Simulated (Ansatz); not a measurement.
## GaAs: single-point calculation (part 1 of 2)

GaAs (F-43m, 32 atoms in the cell), computed with DFT PBE, scalar-relativistic, plane waves, PAW, no spin polarisation (Ansatz 0.2.0).

The structure derives from a Materials Project entry. It belongs to a series of runs on one base structure; here: the perfect crystal in a cell of 32 atoms.

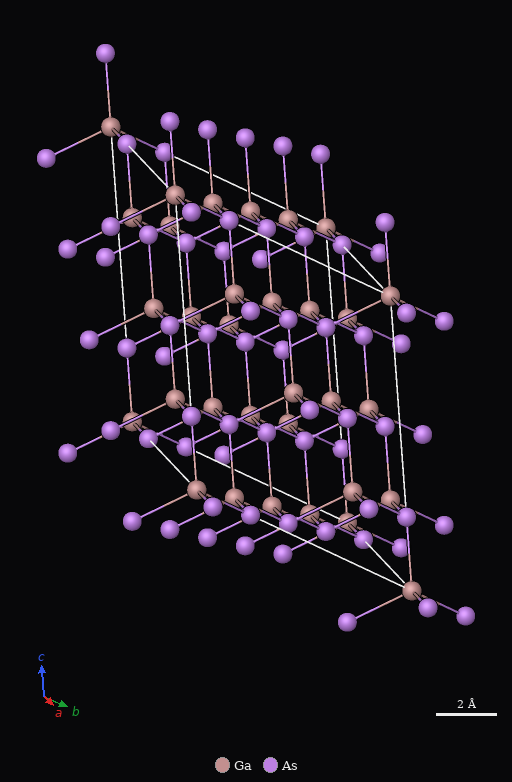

Fig. 1: The structure (ball-and-stick view of the cell of the calculation, seen slightly off an axis; bonded neighbours outside the cell are drawn too).

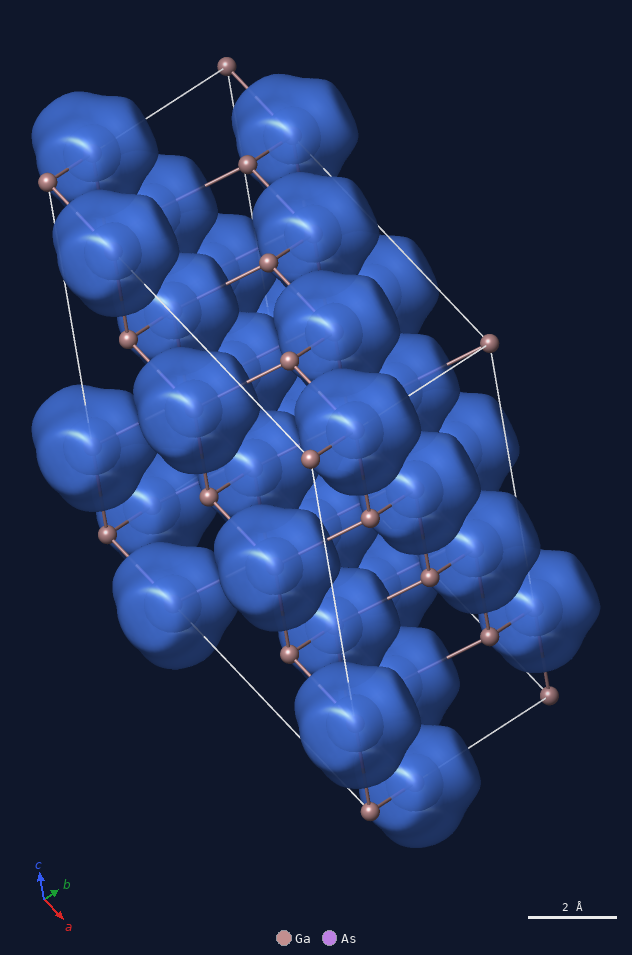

Fig. 2: Isosurface of the ELF at 0.55 (blue), seen slightly off an axis. Only the valence region is drawn (cores and ρ < 0.01 e/Å³ removed). Sticks mark near contacts. The outline is the calculation cell. Values along the shortest contacts: Core electrons are frozen (PAW), so the fields are smoothed inside the atomic spheres.

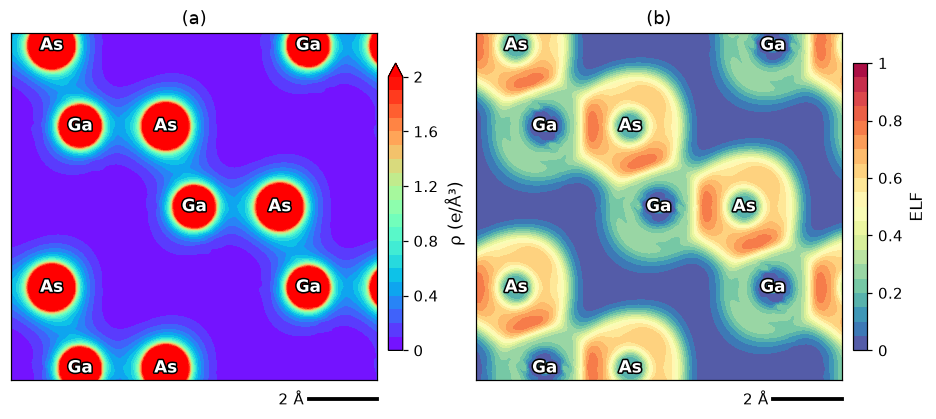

Fig. 3: (a) valence charge density (pseudo); (b) ELF on the (010) plane of the calculation cell. Atoms in the plane: Ga and As. Ga–As (2.49 Å): ρ at the midpoint is about 0.45 e/Å³; the ELF peaks at about 0.80 between the atoms, as expected for localised, shared-pair bonding. The density dies away to nearly zero in the voids. The strong features right at Ga lie inside the PAW spheres (semicore, d or f shells) and say nothing about bonding.

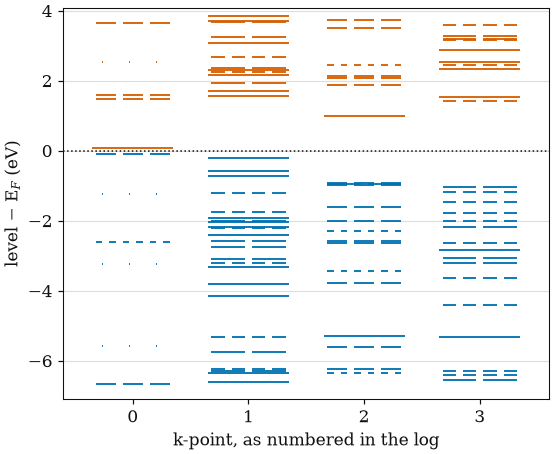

Fig. 4: Kohn–Sham levels near the Fermi level (dotted) at the few k-points that the log prints; levels within 0.02 eV of each other stand side by side. Among these points the highest filled and lowest empty levels are 0.16 eV apart, which is the gap on the mesh.

The input and output of the run follow.

## Input file
```yaml
crystal:
  lattice:
    - [-5.7459815093, -5.7459815093, 5.7459815093]
    - [5.7459815093, 5.7459815093, 5.7459815093]
    - [-5.7459815093, 5.7459815093, -5.7459815093]
  atoms:
    - { symbol: Ga, position: [0.25, 0.5, 0.25] }
    - { symbol: Ga, position: [0.5, 0.5, 0.0] }
    - { symbol: Ga, position: [0.25, 0.75, 0.0] }
    - { symbol: Ga, position: [0.75, 0.5, 0.75] }
    - { symbol: Ga, position: [0.5, 0.75, 0.75] }
    - { symbol: Ga, position: [0.25, 0.0, 0.75] }
    - { symbol: Ga, position: [0.0, 0.5, 0.5] }
    - { symbol: Ga, position: [0.75, 0.75, 0.5] }
    - { symbol: Ga, position: [0.5, 0.0, 0.5] }
    - { symbol: Ga, position: [0.25, 0.25, 0.5] }
    - { symbol: Ga, position: [0.0, 0.75, 0.25] }
    - { symbol: Ga, position: [0.75, 0.0, 0.25] }
    - { symbol: Ga, position: [0.5, 0.25, 0.25] }
    - { symbol: Ga, position: [0.0, 0.0, 0.0] }
    - { symbol: Ga, position: [0.75, 0.25, 0.0] }
    - { symbol: Ga, position: [0.0, 0.25, 0.75] }
    - { symbol: As, position: [0.0, 0.25, 0.0] }
    - { symbol: As, position: [0.25, 0.25, 0.75] }
    - { symbol: As, position: [0.0, 0.5, 0.75] }
    - { symbol: As, position: [0.5, 0.25, 0.5] }
    - { symbol: As, position: [0.25, 0.5, 0.5] }
    - { symbol: As, position: [0.0, 0.75, 0.5] }
    - { symbol: As, position: [0.75, 0.25, 0.25] }
    - { symbol: As, position: [0.5, 0.5, 0.25] }
    - { symbol: As, position: [0.25, 0.75, 0.25] }
    - { symbol: As, position: [0.0, 0.0, 0.25] }
    - { symbol: As, position: [0.75, 0.5, 0.0] }
    - { symbol: As, position: [0.5, 0.75, 0.0] }
    - { symbol: As, position: [0.25, 0.0, 0.0] }
    - { symbol: As, position: [0.75, 0.75, 0.75] }
    - { symbol: As, position: [0.5, 0.0, 0.75] }
    - { symbol: As, position: [0.75, 0.0, 0.5] }
basis:
  ecutwfc: 420
  xc_grid: 2
kpoints:
  mp_grid: { grid: [3, 3, 3], shift: [0.0, 0.0, 0.0] }
hamiltonian:
  xc: pbe
scf:
  occupations: { method: gaussian, width: 0.05 }
output:
  forces: true
  stress: true
  eigenvalues: true
  write_density: true
  write_potential: true
  elf: true
  volumetric_format: npy
```

Command:
```bash
ansatz run input.yaml --threads 8 --pin off --max-ram 16384MiB --backend cpu --events-out ev --progress --plain --runs-dir out
```

## Log
```
Engine: ansatz 0.2.0, aarch64-unknown-linux-gnu
Pseudopotentials: kind: paw
Pseudopotential: Ga, paw, valence charge 13, recommended cutoff 420 eV (normal), Ga.paw.azcp
Pseudopotential: As, paw, valence charge 15, recommended cutoff 420 eV (normal), As.paw.azcp
Functional definition: PBE
  parameter kappa = 0.804
  parameter beta = 0.06672455060314922
  exchange = pbe_x(kappa = kappa, mu = beta*pi^2/3)
  correlation = pbe_c(beta = beta)
Crystal: 32 atoms, lattice volume = 758.844 Å³
Basis set: ecut = 420 eV, 14771 PW (Γ), exchange–correlation on 144×144×144 points (8 copies of the dense FFT grid, shifted against one another)
Bands: 269, of which v1, the nominal top of the filled ones, is band 224 counted from 1 (223 counted from 0)
Symmetry: 384 space group operations
Space group: F-43m (ITA 216), of the structure as read, at distance tolerance 9.1e-5 Å
k-points: 4 of 27 (time reversal used)
Non-local potential: Ga, projectors of the file, l = 0: 2, l = 1: 2, l = 2: 3, l = 3: 1
Non-local potential: As, projectors of the file, l = 0: 2, l = 1: 2, l = 2: 3, l = 3: 1
PAW form: soft (Blöchl's): semilocal exchange-correlation on the pseudo side does not see the compensation charge
PAW one-centre angular grid: Ga, 590 points (default); XC on 64 Gauss nodes
PAW one-centre angular grid: As, 590 points (default); XC on 64 Gauss nodes
Initial density: superposition of atomic densities (neutral atoms: chi_scale 0, normalization atom), corrected by the library's trained network
Initial wavefunctions: pseudopotential atomic-orbital guess
Functional: x = pbe(κ = 0.804, μ = 0.2195149727645171), c = pbe(β = 0.06672455060314922)
SCF iter   1: F=—  HF=-138237.769490 eV  |F-HF|=—  |Δ(HF+E_count)|=         —  Δρ=1.87e-3  dr2=4.82e-2  ethr=1.77e-3  ⟨swp⟩=5.8  Hψ=3746  notcnv=0  defer=23
preconditioner: auto → Resta (q_TF=auto, 2.499 Å⁻¹)  ε∞=3.6  [insulator: Δε(μ)=0.148 eV  Ē_g=14.283 eV  σ=0.050 eV  W_gap=0.96  n_scr=200 (ndim 8)  ℏωp=22.9 eV  f_vac=0.101  D(μ)=0.31/eV (n_scr^D=0)  ε∞_Penn≈3.6]
SCF iter   2: F=—  HF=-138237.745667 eV  |F-HF|=—  |Δ(HF+E_count)|=   2.38e-2  Δρ=1.04e-3  dr2=1.27e-2  ethr=1.07e-5  ⟨swp⟩=2.0  Hψ=1806  notcnv=0  defer=35
SCF iter   3: F=—  HF=-138237.745451 eV  |F-HF|=—  |Δ(HF+E_count)|=   2.16e-4  Δρ=5.66e-4  dr2=2.64e-3  ethr=2.83e-6  ⟨swp⟩=2.0  Hψ=1492  notcnv=0  defer=35
SCF iter   4: F=—  HF=-138237.744662 eV  |F-HF|=—  |Δ(HF+E_count)|=   7.89e-4  Δρ=2.12e-4  dr2=4.89e-4  ethr=5.89e-7  ⟨swp⟩=2.0  Hψ=1492  notcnv=0  defer=35
SCF iter   5: F=—  HF=-138237.745072 eV  |F-HF|=—  |Δ(HF+E_count)|=   4.10e-4  Δρ=8.00e-5  dr2=4.18e-5  ethr=1.09e-7  ⟨swp⟩=2.0  Hψ=1492  notcnv=0  defer=35
SCF iter   6: F=—  HF=-138237.744798 eV  |F-HF|=—  |Δ(HF+E_count)|=   2.74e-4  Δρ=1.49e-5  dr2=1.63e-6  ethr=9.32e-9  ⟨swp⟩=2.0  Hψ=1812  notcnv=0  defer=35
SCF iter   7: F=—  HF=-138237.744799 eV  |F-HF|=—  |Δ(HF+E_count)|=   9.46e-7  Δρ=6.86e-6  dr2=2.68e-7  ethr=3.65e-10  ⟨swp⟩=2.0  Hψ=1813  notcnv=0  defer=35
SCF iter   8: F=-138237.744799 eV  HF=-138237.744799 eV  |F-HF|=4.84e-8  |Δ(HF+E_count)|=   8.90e-7  Δρ=1.37e-6  dr2=1.32e-8  ethr=2.23e-11  ⟨swp⟩=12.8  Hψ=7591  notcnv=0
SCF 1 converged in 8 iterations: F = -138237.744799 eV  dr2 = 1.32e-8
  greatest PAW one-centre occupation: 0.999 electrons in one spin orbital (limit 2), on the As atom at site 31 (counted from 0), in its partial waves of l = 2
SCF converged after 8 iterations
Free energy (F): -138237.744799 eV
Harris-Foulkes:  -138237.744799 eV  (|F-HF|=4.84e-8)
Internal energy: -138237.744509 eV  (E = F + TS)
E sigma→0 (E₀):  -138237.744654 eV
Entropy (-TS):   -0.000290 eV (-0.009 meV/atom)
Fermi energy:    7.624452 eV
--- Per-component energies (eV) ---
  E_band       = -5240.705957
  E_kinetic    = 3490.733152
  E_local      = -63772.927017  (includes V_loc(G=0)·N_el)
  E_nonlocal   = -3932.135914
  E_hartree    = 32018.871977
  E_xc         = -2365.147083
  E_vxc        = -2185.832445  (∫ρ·V_xc dr)
  E_paw        = -61190.966270  (= ΣΔE_a)
  E_vpaw       = -2878.279615  (= ΣTr[D̂ρ^β])
  E_aug_tail   = -0.001724  (compensation charges beyond the density's cutoff)
  E_ewald      = -42486.171629
  E_smearing   = -0.000290  (= −TS)
  E_closure    = -0.000000  (closes the sum)
  Σ components = -138237.744799   (vs F -138237.744799, Δ=0.00e0)
--- Forces (eV/Å), atoms counted from 1 ---
  atom   1  Ga     0.00000000    -0.00000000    -0.00000000
  atom   2  Ga     0.00000000    -0.00000000    -0.00000000
  atom   3  Ga     0.00000000    -0.00000000     0.00000000
  atom   4  Ga     0.00000000    -0.00000000     0.00000000
  atom   5  Ga     0.00000000    -0.00000000     0.00000000
  atom   6  Ga     0.00000000    -0.00000000    -0.00000000
  atom   7  Ga     0.00000000    -0.00000000    -0.00000000
  atom   8  Ga     0.00000000    -0.00000000     0.00000000
  atom   9  Ga     0.00000000    -0.00000000    -0.00000000
  atom  10  Ga     0.00000000    -0.00000000    -0.00000000
  atom  11  Ga     0.00000000    -0.00000000    -0.00000000
  atom  12  Ga     0.00000000    -0.00000000    -0.00000000
  atom  13  Ga     0.00000000    -0.00000000    -0.00000000
  atom  14  Ga     0.00000000    -0.00000000    -0.00000000
  atom  15  Ga     0.00000000    -0.00000000    -0.00000000
  atom  16  Ga     0.00000000    -0.00000000    -0.00000000
  atom  17  As    -0.00000000     0.00000000    -0.00000000
  atom  18  As    -0.00000000     0.00000000    -0.00000000
  atom  19  As    -0.00000000    -0.00000000    -0.00000000
  atom  20  As    -0.00000000     0.00000000     0.00000000
  atom  21  As    -0.00000000     0.00000000     0.00000000
  atom  22  As    -0.00000000    -0.00000000    -0.00000000
  atom  23  As    -0.00000000     0.00000000     0.00000000
  atom  24  As    -0.00000000     0.00000000     0.00000000
  atom  25  As    -0.00000000     0.00000000    -0.00000000
  atom  26  As    -0.00000000     0.00000000    -0.00000000
  atom  27  As    -0.00000000    -0.00000000     0.00000000
  atom  28  As     0.00000000     0.00000000    -0.00000000
  atom  29  As    -0.00000000     0.00000000    -0.00000000
  atom  30  As    -0.00000000    -0.00000000    -0.00000000
  atom  31  As    -0.00000000     0.00000000     0.00000000
  atom  32  As    -0.00000000     0.00000000     0.00000000
  max |Σ_I F_I| component: 1.20e-16 eV/Å
--- Stress (GPa, compression-positive) ---
       -0.046183       0.000000       0.000000
       -0.000000      -0.046183      -0.000000
       -0.000000      -0.000000      -0.046183
  P = ⅓ Tr σ = -0.0462 GPa (-0.462 kbar)
--- Band table (eV) ---
```
